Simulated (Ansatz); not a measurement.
# Calculations on Ru

### A change

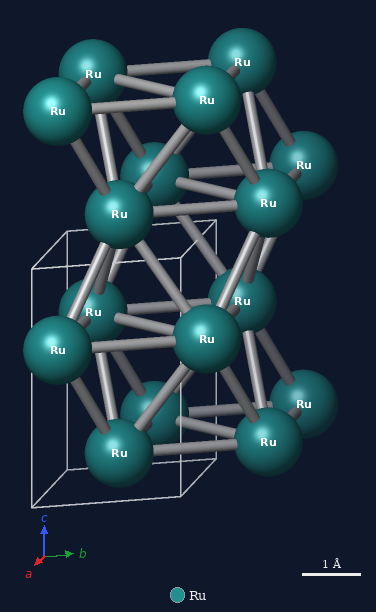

This is a symmetric starting cell of Ru. The picture is a ball-and-stick view of the cell of the calculation, repeated 2 × 2 × 2 with one cell outlined, seen slightly off an axis.

Theory: DFT PBE, scalar-relativistic, plane waves, PAW (Ansatz). Set-up: plane-wave cutoff 420 eV; k-point mesh 18 × 18 × 10; occupations gaussian; smearing width 0.1 eV; no spin polarisation.

Change: The cell is strained by −2.6 % along c and +6.4 % across it (volume +10.2 %), the atoms keeping their fractional coordinates. No relaxation follows. The starting cell wasn't computed here and needn't be at equilibrium, so pressure and forces aren't due to the change alone.

Input
```yaml
crystal:
  lattice:
    - [2.8786728537, 0.0, 0.0]
    - [-1.4393364268, 2.4930038205, 0.0]
    - [0.0, 0.0, 4.170099591]
  atoms:
    - { symbol: Ru, position: [0.3333333333, 0.6666666667, 0.25] }
    - { symbol: Ru, position: [0.6666666667, 0.3333333333, 0.75] }
basis:
  ecutwfc: 420
kpoints:
  mp_grid: { grid: [18, 18, 10] }
hamiltonian:
  xc: pbe
scf:
  occupations: { method: gaussian, width: 0.1 }
output:
  forces: true
  stress: true
  eigenvalues: true
  populations: true
```

What does the calculation give for the changed structure?

The pressure is −18.3 GPa (not all of it need come from the change, since the unchanged cell can be under pressure at this level too). The principal stresses (compression positive) are −1.6 GPa along c and −26.6 GPa across it. All forces vanish by symmetry. Among the bonded contacts that change: Ru–Ru 2.706 → 2.879 Å, Ru–Ru 2.650 → 2.666 Å. The space group stays P6_3/mmc (No. 194).

Drawn alike, the variant:

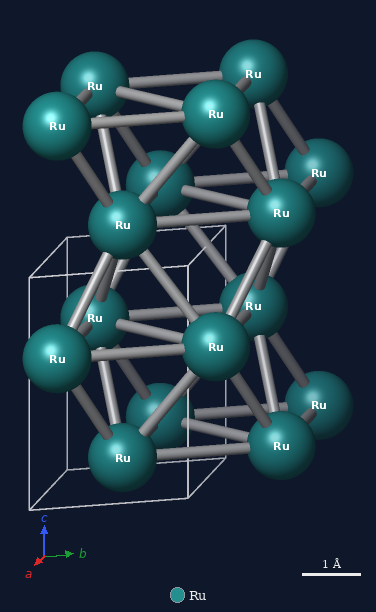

### A change

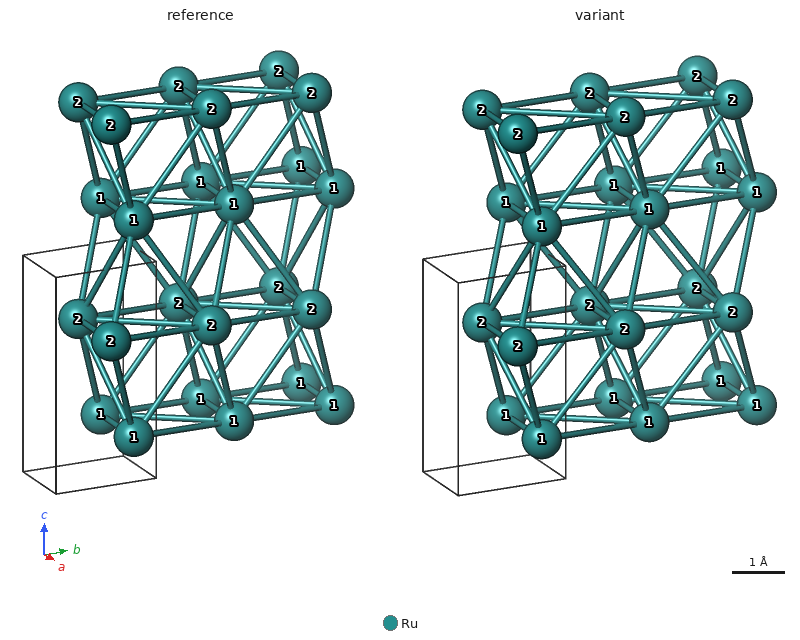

Left: a symmetric starting cell of Ru. Right: the same structure after one change, at the same scale. A ball-and-stick model of the cell of the calculation, repeated 2 × 3 × 2 with one cell outlined, seen slightly off an axis.

Level of theory: DFT PBE, scalar-relativistic, plane waves, PAW in Ansatz 0.2.0. Settings: plane-wave cutoff 420 eV; k-point mesh 18 × 18 × 10; occupations gaussian; smearing width 0.1 eV; no spin polarisation.

**Which change leads from the left to the right?**

The cell is strained by −1.8 % along c and +7.2 % across it (volume +12.9 %), the atoms keeping their fractional coordinates. No relaxation follows. The starting cell wasn't computed here and needn't be at equilibrium, so pressure and forces aren't due to the change alone.

**What does the change do?**

Some distances before and after: Ru–Ru 2.706 → 2.901 Å, Ru–Ru 2.650 → 2.688 Å. The space group stays P6_3/mmc (No. 194). The pressure is −23.0 GPa (not all of it need come from the change, since the unchanged cell can be under pressure at this level too). The principal stresses (compression positive) are −8.2 GPa along c and −30.5 GPa across it. All forces vanish by symmetry.

### Distortion

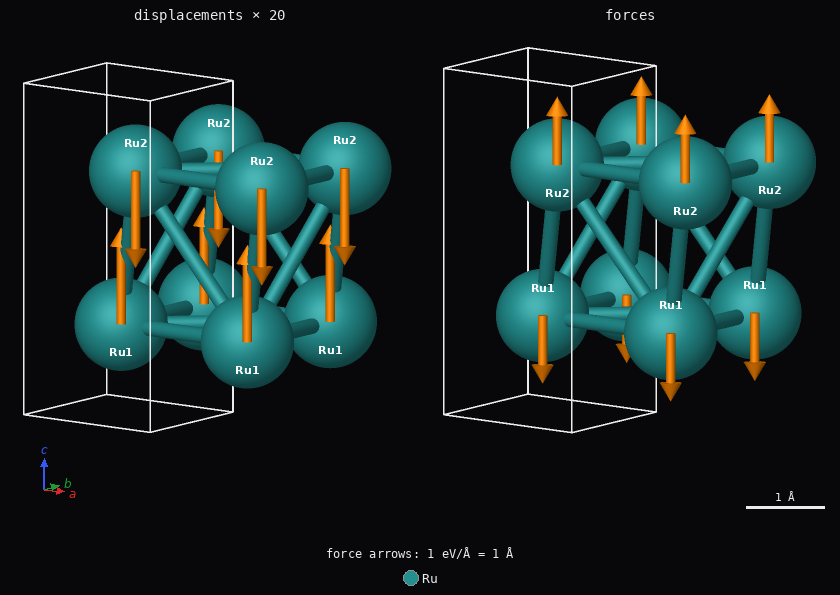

Left: a symmetric starting cell of Ru, with orange arrows for the displacements applied to it (without the part that the change of the cell carries along). Right: the displaced structure with the computed forces. Besides, the cell is strained by +4.5 % along c and +1.5 % across it (volume +7.6 %). A ball-and-stick model of the cell of the calculation, repeated 2 × 2 × 1 with one cell outlined, seen slightly off an axis.

Computed with DFT PBE, scalar-relativistic, plane waves, PAW (Ansatz 0.2.0). (plane-wave cutoff 420 eV; k-point mesh 15 × 15 × 8; occupations gaussian; smearing width 0.1 eV; no spin polarisation)

> How do the forces relate to the distortion?

Atoms are displaced by 0.06 Å relative to the cell: Ru1 0.06 Å along +c. No relaxation follows. The starting cell wasn't computed here and needn't be at equilibrium, so pressure and forces aren't due to the change alone. The pressure is −13.9 GPa (not all of it need come from the change, since the unchanged cell can be under pressure at this level too). The principal stresses (compression positive) are −20.4 GPa along c and −10.7 GPa across it. The largest forces, 0.88 eV/Å, act on Ru1 and Ru2; on Ru2 it points along +c. The forces point straight back along the displacements (cosine −1.00). Near-neighbour distances before and after: Ru–Ru 2.650 → 2.640 to 2.845 Å, Ru–Ru 2.706 → 2.746 Å. The space group (tolerance 0.01 Å) goes from P6_3/mmc (No. 194) to P-3m1 (No. 164).
